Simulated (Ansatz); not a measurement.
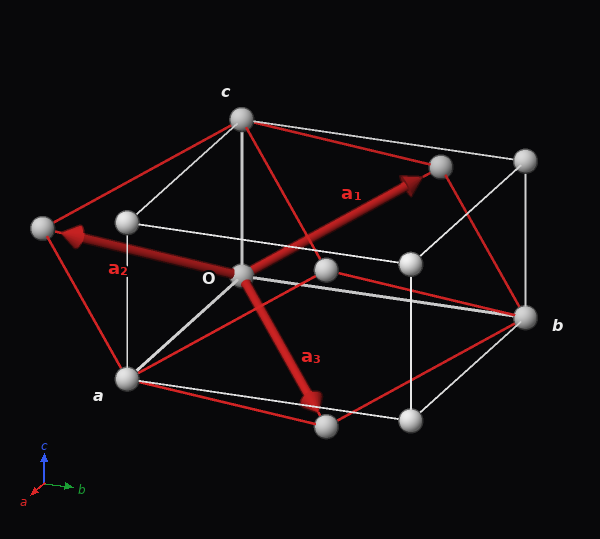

Crystal: Si, the input geometry of an electronic-structure calculation (not necessarily at equilibrium). The conventional cell (thin) and a primitive cell (coloured, vectors a₁, a₂, a₃), with the lattice points alone. Geometry calculated from the standardised cell; symmetry tolerance 0.002 Å.

a = 4.818 Å, b = 4.818 Å, c = 2.645 Å, α = 90.00°, β = 90.00°, γ = 90.00°.

What is the centring, and how are the primitive vectors built?

I, body-centred tetragonal, with lattice points at (0, 0, 0), (1/2, 1/2, 1/2). a₁ = −1/2 a + 1/2 b + 1/2 c; a₂ = 1/2 a − 1/2 b + 1/2 c; a₃ = 1/2 a + 1/2 b − 1/2 c.

Give the primitive cell's size and content.

Edges 3.655, 3.655, 3.655 Å; angles 97.53°, 97.53°, 137.57°; volume 30.71 Å³, 1/2 of the conventional cell; 2 of its 4 atoms.
